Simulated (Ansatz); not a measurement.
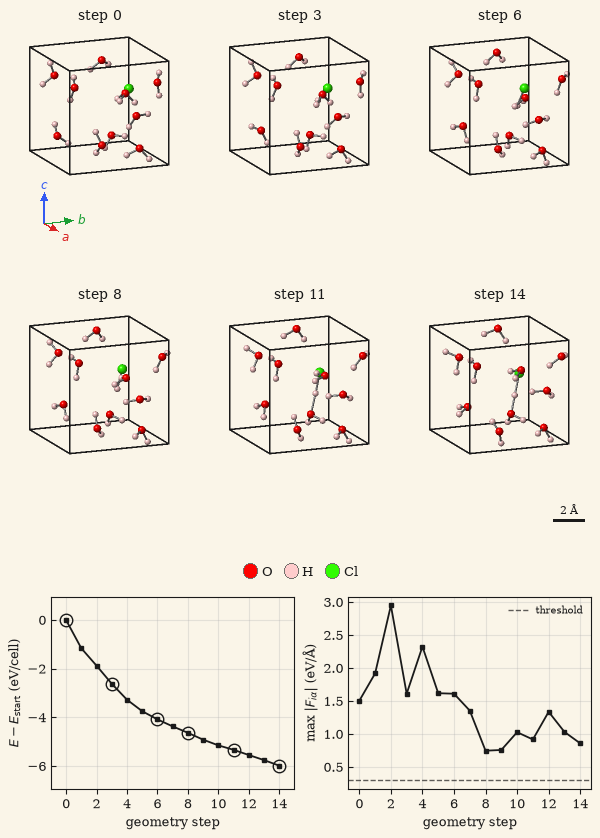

Frames of a relaxation of an amorphous cell of composition H$_{21}$ClO$_{10}$, marked on the history of the run. A ball-and-stick model of the cell of the calculation, seen slightly off an axis.

The cell holds 10 H2O + 1 HCl. The run prepares the start of a later molecular dynamics calculation, from a guessed geometry.

Theory: Ansatz, DFT PBE, scalar-relativistic, plane waves, PAW.

Input
```yaml
accuracy: low
crystal:
  lattice:
    - [7.054004, 0.0, 0.0]
    - [0.0, 7.054004, 0.0]
    - [0.0, 0.0, 7.054004]
  atoms:
    - { symbol: O, position: [0.885982, 0.3722278, 0.2218591] }
    - { symbol: H, position: [0.7875262, 0.3531973, 0.1280639] }
    - { symbol: H, position: [0.8272969, 0.3337779, 0.3398884] }
    - { symbol: O, position: [0.513722, 0.6201469, 0.2079494] }
    - { symbol: H, position: [0.615503, 0.7120397, 0.2149909] }
    - { symbol: H, position: [0.5488684, 0.5396733, 0.1023939] }
    - { symbol: O, position: [0.1209526, 0.2024089, 0.7352579] }
    - { symbol: H, position: [0.1055505, 0.0909618, 0.6565459] }
    - { symbol: H, position: [0.1413778, 0.1515853, 0.8611666] }
    - { symbol: O, position: [0.3023439, 0.9562332, 0.3136596] }
    - { symbol: H, position: [0.2650482, 1.0883697, 0.3121628] }
    - { symbol: H, position: [0.2454907, 0.904381, 0.1999393] }
    - { symbol: O, position: [0.2060939, 0.64552, 0.8592047] }
    - { symbol: H, position: [0.1307216, 0.7417301, 0.7966278] }
    - { symbol: H, position: [0.1926921, 0.5351806, 0.7785891] }
    - { symbol: O, position: [0.5381214, 0.2374647, 0.708857] }
    - { symbol: H, position: [0.4246355, 0.2749346, 0.7764603] }
    - { symbol: H, position: [0.4936446, 0.2101774, 0.5818512] }
    - { symbol: O, position: [0.8855957, 0.7533308, 0.155194] }
    - { symbol: H, position: [0.9116581, 0.8391772, 0.0512498] }
    - { symbol: H, position: [0.8505129, 0.6358983, 0.0932904] }
    - { symbol: O, position: [0.8246761, 0.9570272, 0.7580599] }
    - { symbol: H, position: [0.7191525, 1.0169583, 0.8222958] }
    - { symbol: H, position: [0.8019937, 0.9833624, 0.6252246] }
    - { symbol: O, position: [0.6746734, 0.0066399, 0.2965776] }
    - { symbol: H, position: [0.6709637, 0.1178769, 0.2161673] }
    - { symbol: H, position: [0.5695863, 0.0246722, 0.3830923] }
    - { symbol: O, position: [0.8223181, 0.6333925, 0.6834101] }
    - { symbol: H, position: [0.8204548, 0.7304089, 0.5862629] }
    - { symbol: H, position: [0.9129097, 0.5413751, 0.6367282] }
    - { symbol: Cl, position: [0.4791831, 0.8090523, 0.6322055] }
    - { symbol: H, position: [0.3591224, 0.7430395, 0.5132378] }
basis:
  ecutwfc: 420.0
kpoints:
  mp_grid: { grid: [1, 1, 1] }
hamiltonian:
  xc: pbe
scf:
  occupations: { method: fermi_dirac, width: 0.02 }
  lower_state_search: "off"
relax:
  f_tol: 0.3
  max_steps: 15
  adjacent_minimum: "off"
```

Launched with:
```bash
ansatz run input.yaml --threads 1 --pin off --max-ram 3072MiB --backend cpu --events-out ev --progress --plain --runs-dir out
```

Describe the path.

The relaxation stopped without meeting its thresholds, so the last structure isn't shown to be converged. It used up its limit of 15 steps. After 14 geometry steps the energy has fallen by 5.981 eV per cell of the calculation. The largest force component goes from 1.5 to 0.86 eV/Å. The atom that moves furthest is H29 (1.74 Å along [−1 −2 1]). By element the largest moves are H 1.74 Å, O 1.29 Å, Cl 0.85 Å. The cell doesn't change. Among the contacts that change: O4–H32 2.565 → 1.293 Å, Cl31–H32 1.280 → 1.537 Å, O19–H20 0.969 → 0.999 Å, O10–H11 0.969 → 0.991 Å. Among the angles between lasting bonds that change: H5–O4–H6 104.0° → 109.9°. The run took 37 s on 1 thread of Arm Neoverse V1 (shared host), peak memory 0.38 GiB. From step 0 to 3: H21 moves most (0.54 Å), energy −2.616 eV per cell of the calculation. From step 3 to 6: H29 moves most (0.46 Å), energy −1.463 eV per cell of the calculation. From step 6 to 8: H32 moves most (0.39 Å), energy −0.551 eV per cell of the calculation. From step 8 to 11: H and O atoms move most (0.46 Å), energy −0.699 eV per cell of the calculation. From step 11 to 14: H14 moves most (0.51 Å), energy −0.652 eV per cell of the calculation.

```json
{"step": "0", "E − E(0), meV/atom": "0.00", "largest force component, eV/Å": "1.5058"}
{"step": "1", "E − E(0), meV/atom": "-36.22", "largest force component, eV/Å": "1.9195"}
{"step": "2", "E − E(0), meV/atom": "-58.53", "largest force component, eV/Å": "2.9498"}
{"step": "3", "E − E(0), meV/atom": "-81.76", "largest force component, eV/Å": "1.6120"}
{"step": "4", "E − E(0), meV/atom": "-102.21", "largest force component, eV/Å": "2.3263"}
{"step": "5", "E − E(0), meV/atom": "-116.98", "largest force component, eV/Å": "1.6195"}
{"step": "6", "E − E(0), meV/atom": "-127.49", "largest force component, eV/Å": "1.6120"}
{"step": "7", "E − E(0), meV/atom": "-136.47", "largest force component, eV/Å": "1.3556"}
{"step": "8", "E − E(0), meV/atom": "-144.70", "largest force component, eV/Å": "0.7478"}
{"step": "9", "E − E(0), meV/atom": "-153.53", "largest force component, eV/Å": "0.7590"}
{"step": "10", "E − E(0), meV/atom": "-160.81", "largest force component, eV/Å": "1.0284"}
{"step": "11", "E − E(0), meV/atom": "-166.53", "largest force component, eV/Å": "0.9181"}
{"step": "12", "E − E(0), meV/atom": "-173.21", "largest force component, eV/Å": "1.3376"}
{"step": "13", "E − E(0), meV/atom": "-179.72", "largest force component, eV/Å": "1.0331"}
{"step": "14", "E − E(0), meV/atom": "-186.90", "largest force component, eV/Å": "0.8593"}
```

Limits of the set-up: the program's low-accuracy preset was used; the periodic images lie only 7.1 Å apart, so the values are limited by the cell's size.
